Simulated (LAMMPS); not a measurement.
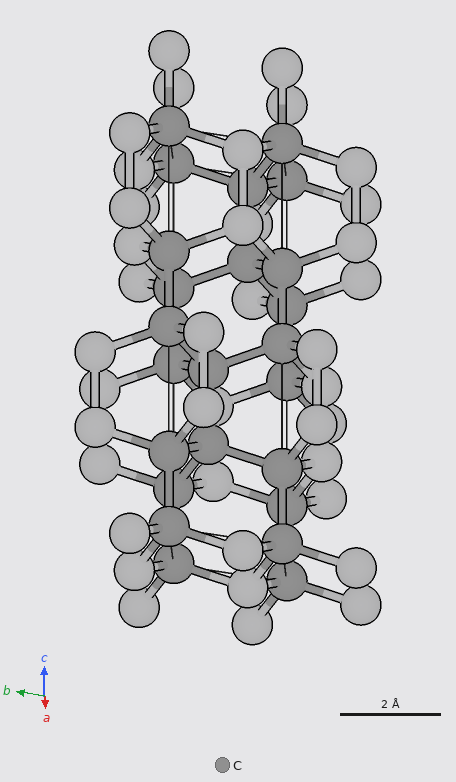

**Figure 1.** The structure (ball-and-stick view of the cell of the calculation, seen at an oblique angle; neighbours outside the cell are drawn fainter). Near neighbours in the crystal (not all of them lie inside the picture): C has 4 C at 1.57 Å.

**Single-point calculation, with input and output: C**

- system: C (P6₃/mmc, 8 atoms in the cell)
- method: classical potential SiCGe.tersoff (style tersoff) (LAMMPS 22 Jul 2025 update 4)

The structure was built on a prototype by a generator. It belongs to a series of runs on one base structure; here: volume +6%.

What the program printed
```
using 1 OpenMP thread(s) per MPI task
Reading data file ...
  triclinic box = (0 0 0) to (2.5707281 2.2263159 8.3959628) with tilt (-1.2853641 0 0)
WARNING: Triclinic box skew is large. LAMMPS will run inefficiently. (src/src/domain.cpp:221)
  1 by 1 by 1 MPI processor grid
  reading atoms ...
  8 atoms
  read_data CPU = 0.000 seconds
WARNING: No fixes with time integration, atoms won't move
Neighbor list info ...
  max neighbors/atom: 2000, page size: 100000
  master list distance cutoff = 4.1
  ghost atom cutoff = 4.1
  binsize = 2.05, bins = 2 2 5
  1 neighbor lists, perpetual/occasional/extra = 1 0 0
  (1) pair tersoff, perpetual
      attributes: full, newton on
      pair build: full/bin/atomonly
      stencil: full/bin/3d
      bin: standard
Setting up Verlet run ...
  Unit style    : metal
  Current step  : 0
  Time step     : 0.001
Per MPI rank memory allocation (min/avg/max) = 3.076 | 3.076 | 3.076 Mbytes
   Step         PotEng         Press           Pxx            Pyy            Pzz            Pyz            Pxz            Pxy           Volume          Fmax
         0  -58.76716283 -221100.19084193 -221100.16855877 -221100.21014205 -221100.19382496 -0.00000000 -0.00000000 0.02241792 48.05221712 0.00000068
Loop time of 2.344e-06 on 1 procs for 0 steps with 8 atoms

0.0% CPU use with 1 MPI tasks x 1 OpenMP threads

MPI task timing breakdown:
Section |  min time  |  avg time  |  max time  |%varavg| %total
---------------------------------------------------------------
Pair    | 0          | 0          | 0          |   0.0 |  0.00
Neigh   | 0          | 0          | 0          |   0.0 |  0.00
Comm    | 0          | 0          | 0          |   0.0 |  0.00
Output  | 0          | 0          | 0          |   0.0 |  0.00
Modify  | 0          | 0          | 0          |   0.0 |  0.00
Other   |            | 2.344e-06  |            |       |100.00

Nlocal:              8 ave           8 max           8 min
Histogram: 1 0 0 0 0 0 0 0 0 0
Nghost:            304 ave         304 max         304 min
Histogram: 1 0 0 0 0 0 0 0 0 0
Neighs:              0 ave           0 max           0 min
Histogram: 1 0 0 0 0 0 0 0 0 0
FullNghs:          372 ave         372 max         372 min
Histogram: 1 0 0 0 0 0 0 0 0 0

Total # of neighbors = 372
Ave neighs/atom = 46.5
Neighbor list builds = 0
Dangerous builds = 0
```

This output came from the following input.

Input file
```
units metal
boundary p p p
atom_style atomic
read_data data.lmp
pair_style tersoff
pair_coeff * * SiCGe.tersoff C
thermo_style custom step pe press pxx pyy pzz pyz pxz pxy vol fmax
thermo_modify format float %.8f
dump 1 all custom 1 dump.lmp id type x y z fx fy fz
dump_modify 1 sort id format float %.8f
run 0
```

File data.lmp
```
crystal

8 atoms
1 atom types

0.0 2.57072810 xlo xhi
0.0 2.22631585 ylo yhi
0.0 8.39596284 zlo zhi
-1.28536406 0.00000000 0.00000000 xy xz yz

Masses

1 12.0110

Atoms

1 1 1.27953405 2.22126692 0.02334254
2 1 -0.00582999 1.47916165 2.12233325
3 1 1.27953407 2.22126692 4.22132396
4 1 1.27953405 0.73705637 6.32031467
5 1 1.27953407 2.22126692 1.59758557
6 1 -0.00582999 1.47916165 3.69657628
7 1 1.27953405 2.22126692 5.79556699
8 1 1.27953405 0.73705637 7.89455770
```

Command:
```bash
lmp -in in.lmp -log none -nocite
```

Summary

| quantity | value |
| --- | --- |
| outcome | converged |
| space group (tolerance 0.01 Å) | P6₃/mmc (194) |
| potential energy | −58.7672 eV |
| pressure | −22.11 GPa |
| largest force (length of the vector) | under 0.001 eV/Å |
| hardware | 1 thread of Arm Neoverse V1, 24 GiB of memory available, shared host |
| peak memory | 0.03 GiB |
